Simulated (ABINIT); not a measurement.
# Ga: phonon calculation (part 2 of 2)

The same run, continued: Ga (Cmcm, 2 atoms in the cell); Kohn-Sham DFT of a periodic cell, PBEsol, PseudoDojo NC SR PBEsol v0.4.1 standard, no spin polarisation (ABINIT 10.8.3); cutoff 1088.46 eV, 10×10×8 k-mesh, fermi-dirac of 0.1 eV. The structure derives from an entry of the Crystallography Open Database.

Geometry of the input (Å; fractional positions):
```
1.4500  -4.0650  0.0000
1.4500  4.0650  0.0000
0.0000  0.0000  3.1700
Ga 0.1330  0.8670  0.7500
Ga 0.8670  0.1330  0.2500
```

Output, continued
```
 Cartesian components of stress tensor (hartree/bohr^3)
  sigma(1 1)=  1.22246498E-04  sigma(3 2)=  0.00000000E+00
  sigma(2 2)=  5.07414420E-05  sigma(3 1)=  0.00000000E+00
  sigma(3 3)=  3.13670022E-05  sigma(2 1)=  0.00000000E+00

-Cartesian components of stress tensor (GPa)         [Pressure= -2.0041E+00 GPa]
- sigma(1 1)=  3.59661613E+00  sigma(3 2)=  0.00000000E+00
- sigma(2 2)=  1.49286476E+00  sigma(3 1)=  0.00000000E+00
- sigma(3 3)=  9.22849067E-01  sigma(2 1)=  0.00000000E+00

================================================================================
== DATASET  2 ==================================================================

--- !DatasetInfo
iteration_state: {dtset: 2, }
dimensions: {natom: 2, nkpt: 404, mband: 21, nsppol: 1, nspinor: 1, nspden: 1, mpw: 3082, }
cutoff_energies: {ecut:  40.0, pawecutdg:  -1.0, }
electrons: {nelect:   2.60000000E+01, charge:   0.00000000E+00, occopt:   3.00000000E+00, tsmear:   3.67493000E-03, }
meta: {optdriver: 1, rfphon: 1, }
...

 mkfilename : getwfk/=0, take file _WFK from output of DATASET   1.

 Real(R)+Recip(G) space primitive vectors, cartesian coordinates (Bohr,Bohr^-1):
 R(1)=  2.7401029 -7.6817367  0.0000000  G(1)=  0.1824749 -0.0650894  0.0000000
 R(2)=  2.7401029  7.6817367  0.0000000  G(2)=  0.1824749  0.0650894  0.0000000
 R(3)=  0.0000000  0.0000000  5.9904318  G(3)=  0.0000000  0.0000000  0.1669329
 Unit cell volume ucvol=  2.5218219E+02 bohr^3
 Angles (23,13,12)=  9.00000000E+01  9.00000000E+01  1.40737003E+02 degrees
 setup1 : take into account q-point for computing boxcut.

 getcut: wavevector=  0.0000  0.0000  0.0000  ngfft=  48  48  36
         ecut(hartree)=     40.000   => boxcut(ratio)=   2.06797
--------------------------------------------------------------------------------

 ==>  initialize data related to q vector <==

 The list of irreducible perturbations for this q vector is:
    1)    idir= 1    ipert=   1
    2)    idir= 3    ipert=   1

================================================================================

 The perturbation idir=   2  ipert=   1 is
 symmetric of a previously calculated perturbation.
 So, its SCF calculation is not needed.

 The perturbation idir=   1  ipert=   2 is
 symmetric of a previously calculated perturbation.
 So, its SCF calculation is not needed.

 The perturbation idir=   2  ipert=   2 is
 symmetric of a previously calculated perturbation.
 So, its SCF calculation is not needed.

 The perturbation idir=   3  ipert=   2 is
 symmetric of a previously calculated perturbation.
 So, its SCF calculation is not needed.

--------------------------------------------------------------------------------
 Perturbation wavevector (in red.coord.)   0.000000  0.000000  0.000000
 Perturbation : displacement of atom   1   along direction   1
 Found     2 symmetries that leave the perturbation invariant.
 symkpt : the number of k-points, thanks to the symmetries,
 is reduced to   260 .

--------------------------------------------------------------------------------

--------------------------------------------------------------------------------

 dfpt_looppert : total number of electrons, from k and k+q
  fully or partially occupied states are    2.600000E+01 and    2.600000E+01.
 Initialisation of the first-order wave-functions :
  ireadwf=   0

--- !BeginCycle
iteration_state: {dtset: 2, }
solver: {iscf: 7, nstep: 80, nline: 4, wfoptalg: 0, }
tolerances: {tolvrs: 1.00E-08, }
...

     iter   2DEtotal(Ha)        deltaE(Ha) residm    vres2
-ETOT  1   19.888669140542     -4.034E+04 3.472E+01 7.450E+02
 ETOT  2   3.1297679024204     -1.676E+01 3.657E-01 1.720E+03
 ETOT  3   2.7060770662496     -4.237E-01 1.788E-02 2.263E+02
 ETOT  4   2.6606962746949     -4.538E-02 6.462E-03 8.132E+00
 ETOT  5   2.6592144042146     -1.482E-03 6.070E-04 9.175E-01
 ETOT  6   2.6590440540380     -1.704E-04 3.331E-04 2.180E-02
 ETOT  7   2.6590412191430     -2.835E-06 3.244E-05 2.646E-03
 ETOT  8   2.6590407283214     -4.908E-07 2.222E-05 5.617E-05
 ETOT  9   2.6590407165489     -1.177E-08 2.463E-06 1.292E-06
 ETOT 10   2.6590407163525     -1.965E-10 1.403E-06 8.206E-09

 At SCF step   10       vres2   =  8.21E-09 < tolvrs=  1.00E-08 =>converged.
================================================================================

 ----iterations are completed or convergence reached----

 Mean square residual over all n,k,spin=   65.603E-11; max=  14.030E-07

 2DEtotal=    0.2659040716E+01 Ha. Also 2DEtotal=    0.723561839765E+02 eV
    (2DErelax=   -4.0359935676E+04 Ha. 2DEnonrelax=    4.0362594716E+04 Ha)
    (  non-var. 2DEtotal :    2.6590394269E+00 Ha)

--------------------------------------------------------------------------------
 Perturbation wavevector (in red.coord.)   0.000000  0.000000  0.000000
 Perturbation : displacement of atom   1   along direction   3
 Found     2 symmetries that leave the perturbation invariant.
 symkpt : the number of k-points, thanks to the symmetries,
 is reduced to   227 .

--------------------------------------------------------------------------------

--------------------------------------------------------------------------------

 dfpt_looppert : total number of electrons, from k and k+q
  fully or partially occupied states are    2.600000E+01 and    2.600000E+01.
 Initialisation of the first-order wave-functions :
  ireadwf=   0

--- !BeginCycle
iteration_state: {dtset: 2, }
solver: {iscf: 7, nstep: 80, nline: 4, wfoptalg: 0, }
tolerances: {tolvrs: 1.00E-08, }
...

     iter   2DEtotal(Ha)        deltaE(Ha) residm    vres2
-ETOT  1   9.8556665731061     -2.168E+04 2.008E+01 3.282E+02
 ETOT  2  0.81419768901594     -9.041E+00 4.630E-01 6.339E+02
 ETOT  3  0.60343214326474     -2.108E-01 5.046E-03 7.183E+01
 ETOT  4  0.58719328235873     -1.624E-02 2.761E-03 1.406E+01
 ETOT  5  0.58312670459543     -4.067E-03 1.565E-04 6.277E-02
 ETOT  6  0.58311040877868     -1.630E-05 1.027E-04 5.153E-03
 ETOT  7  0.58310907874454     -1.330E-06 7.397E-06 9.558E-05
 ETOT  8  0.58310904972802     -2.902E-08 5.760E-06 4.966E-08
 ETOT  9  0.58310904974985      2.183E-11 4.308E-07 3.486E-09

 At SCF step    9       vres2   =  3.49E-09 < tolvrs=  1.00E-08 =>converged.
================================================================================

 ----iterations are completed or convergence reached----

 Mean square residual over all n,k,spin=   10.255E-11; max=  43.083E-08

 2DEtotal=    0.5831090497E+00 Ha. Also 2DEtotal=    0.158672055763E+02 eV
    (2DErelax=   -2.1689434134E+04 Ha. 2DEnonrelax=    2.1690017243E+04 Ha)
    (  non-var. 2DEtotal :    5.8307684559E-01 Ha)

================================================================================

 ---- first-order wavefunction calculations are completed ----

 ==> Compute Derivative Database <==

  Dynamical matrix, in cartesian coordinates,
   if specified in the inputs, asr has been imposed
     j1       j2             matrix element
  dir pert dir pert     real part    imaginary part

   1    1   1    1         0.0027576507         0.0000000000
   1    1   1    2        -0.0027576507        -0.0000000000

   2    1   2    1         0.0447190497         0.0000000000
   2    1   2    2        -0.0447190497        -0.0000000000

   3    1   3    1         0.0162437129         0.0000000000
   3    1   3    2        -0.0162437129        -0.0000000000

   1    2   1    1        -0.0027576507         0.0000000000
   1    2   1    2         0.0027576507        -0.0000000000

   2    2   2    1        -0.0447190497         0.0000000000
   2    2   2    2         0.0447190497        -0.0000000000

   3    2   3    1        -0.0162437129         0.0000000000
   3    2   3    2         0.0162437129        -0.0000000000

  Phonon wavevector (reduced coordinates) :  0.00000  0.00000  0.00000
 Phonon energies in Hartree :
   0.000000E+00  0.000000E+00  0.000000E+00  2.083131E-04  5.055796E-04
   8.388672E-04
 Phonon frequencies in cm-1    :
   0.000000E+00  0.000000E+00  0.000000E+00  4.571944E+01  1.109619E+02
   1.841101E+02

== END DATASET(S) ==============================================================
================================================================================

 -outvars: echo values of variables after computation  --------
            acell      8.1558103505E+00  8.1558103505E+00  5.9904318151E+00 Bohr
           etotal1    -1.5270195997E+02
           etotal2     5.8310904975E-01
            fcart1    -4.6291876366E-19 -4.0131975007E-03 -1.1851813636E-30
                       4.6291876366E-19  4.0131975007E-03  1.1851813636E-30
            fcart2     0.0000000000E+00  0.0000000000E+00  0.0000000000E+00
                       0.0000000000E+00  0.0000000000E+00  0.0000000000E+00
            rprim      3.3596942090E-01 -9.4187289390E-01  0.0000000000E+00
                       3.3596942090E-01  9.4187289390E-01  0.0000000000E+00
                       0.0000000000E+00  0.0000000000E+00  1.0000000000E+00
           strten1     1.2224649762E-04  5.0741441977E-05  3.1367002226E-05
                       0.0000000000E+00  0.0000000000E+00  0.0000000000E+00
           strten2     0.0000000000E+00  0.0000000000E+00  0.0000000000E+00
                       0.0000000000E+00  0.0000000000E+00  0.0000000000E+00
           xangst      1.4499999989E+00  2.9837099981E+00  2.3774999984E+00
                       1.4499999989E+00 -2.9837099981E+00  7.9249999947E-01
             xred      1.3300000000E-01  8.6700000000E-01  7.5000000000E-01
                       8.6700000000E-01  1.3300000000E-01  2.5000000000E-01
 Calculation completed.
```

File anaddb.abo
```
.Version 10.8.3 of ANADDB
================================================================================

 -outvars_anaddb: echo values of input variables ----------------------

 Miscellaneous information :
       eivec         1
         asr         2
      chneut         0
 First list of wavevector (reduced coord.) :
       nph1l         1
       qph1l
                     0.00000000E+00  0.00000000E+00  0.00000000E+00    1.000E+00

================================================================================

 read the DDB information and perform some checks

  ==== Info on the Cryst% object ====
 Real(R)+Recip(G) space primitive vectors, cartesian coordinates (Bohr,Bohr^-1):
 R(1)=  2.7401029 -7.6817367  0.0000000  G(1)=  0.1824749 -0.0650894  0.0000000
 R(2)=  2.7401029  7.6817367  0.0000000  G(2)=  0.1824749  0.0650894  0.0000000
 R(3)=  0.0000000  0.0000000  5.9904318  G(3)=  0.0000000  0.0000000  0.1669329
 Unit cell volume ucvol=  2.5218219E+02 bohr^3
 Angles (23,13,12)=  9.00000000E+01  9.00000000E+01  1.40737003E+02 degrees
 Time-reversal symmetry is present
 Reduced atomic positions [iatom, xred, symbol]:
    1)    0.1330000  0.8670000  0.7500000  Ga
    2)    0.8670000  0.1330000  0.2500000  Ga

 DDB file with 3 blocks has been read.

================================================================================

 Treat the first list of vectors

  Phonon wavevector (reduced coordinates) :  0.00000  0.00000  0.00000
 Phonon energies in Hartree :
   0.000000E+00  0.000000E+00  0.000000E+00  2.083131E-04  5.055796E-04
   8.388672E-04
 Phonon frequencies in cm-1    :
   0.000000E+00  0.000000E+00  0.000000E+00  4.571944E+01  1.109619E+02
   1.841101E+02

 Eigendisplacements
 (will be given, for each mode : in cartesian coordinates
   for each atom the real part of the displacement vector,
   then the imaginary part of the displacement vector - absolute values smaller than 1.0d-7 are set to zero)
  Mode number    1   Energy    0.000000E+00
 Attention : low frequency mode.
   (Could be unstable or acoustic mode)
   1  0.00000000E+00  0.00000000E+00  1.98343019E-03
      0.00000000E+00  0.00000000E+00  0.00000000E+00
   2  0.00000000E+00  0.00000000E+00  1.98343019E-03
      0.00000000E+00  0.00000000E+00  0.00000000E+00
  Mode number    2   Energy    0.000000E+00
 Attention : low frequency mode.
   (Could be unstable or acoustic mode)
   1  0.00000000E+00  1.98343019E-03  0.00000000E+00
      0.00000000E+00  0.00000000E+00  0.00000000E+00
   2  0.00000000E+00  1.98343019E-03  0.00000000E+00
      0.00000000E+00  0.00000000E+00  0.00000000E+00
  Mode number    3   Energy    0.000000E+00
 Attention : low frequency mode.
   (Could be unstable or acoustic mode)
   1  1.98343019E-03  0.00000000E+00  0.00000000E+00
      0.00000000E+00  0.00000000E+00  0.00000000E+00
   2  1.98343019E-03  0.00000000E+00  0.00000000E+00
      0.00000000E+00  0.00000000E+00  0.00000000E+00
  Mode number    4   Energy    2.083131E-04
   1  1.98343019E-03  0.00000000E+00  0.00000000E+00
      0.00000000E+00  0.00000000E+00  0.00000000E+00
   2 -1.98343019E-03  0.00000000E+00  0.00000000E+00
      0.00000000E+00  0.00000000E+00  0.00000000E+00
  Mode number    5   Energy    5.055796E-04
   1  0.00000000E+00  0.00000000E+00  1.98343019E-03
      0.00000000E+00  0.00000000E+00  0.00000000E+00
   2  0.00000000E+00  0.00000000E+00 -1.98343019E-03
      0.00000000E+00  0.00000000E+00  0.00000000E+00
  Mode number    6   Energy    8.388672E-04
   1  0.00000000E+00  1.98343019E-03  0.00000000E+00
      0.00000000E+00  0.00000000E+00  0.00000000E+00
   2  0.00000000E+00 -1.98343019E-03  0.00000000E+00
      0.00000000E+00  0.00000000E+00  0.00000000E+00

 Analysis of degeneracies and characters (maximum tolerance=1.00E-06 a.u.)
 For each vibration mode, or group of modes if degenerate,
 the characters are given for each symmetry operation (see the list in the log file).
 Symmetry characters of vibration mode #   1
       degenerate with vibration modes #   2 to    3
  3.0 -3.0 -1.0  1.0 -1.0  1.0 -1.0  1.0
 Symmetry characters of vibration mode #   4
  1.0  1.0 -1.0 -1.0  1.0  1.0 -1.0 -1.0
 Symmetry characters of vibration mode #   5
  1.0  1.0  1.0  1.0 -1.0 -1.0 -1.0 -1.0
 Symmetry characters of vibration mode #   6
  1.0  1.0  1.0  1.0  1.0  1.0  1.0  1.0

================================================================================

 anaddb : the run completed successfully.
```

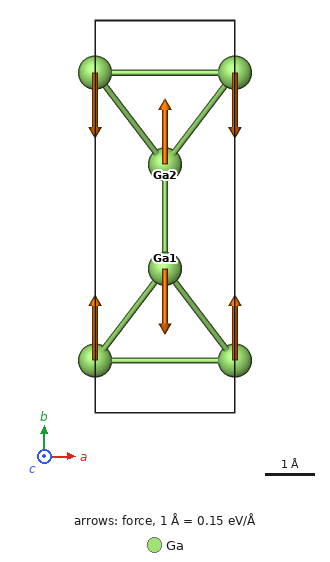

Forces on the atoms as orange arrows (ball-and-stick view of the cell 2 times as large as that of the calculation, set on its symmetry axes, along the c axis; atoms are numbered from 1 in the order of the input). The largest act on Ga1, Ga2 (0.21 eV/Å). The geometry is not a stationary point of this energy.

Key numbers

| quantity | value |
| --- | --- |
| outcome | converged |
| space group (tolerance 0.01 Å) | Cmcm (63) |
| electrons treated | 26 |
| free energy | −4155.2320 eV |
| Fermi energy | 5.535 eV |
| gap on the k-point mesh | none (metallic) |
| pressure | −2.00 GPa |
| largest force (length of the vector) | 0.206 eV/Å |
| wall time | 14 min (CPU time 55 min) |
| peak memory | 1.2 GiB |

Remarks

Points of doubt noted for this run: atoms not at rest.
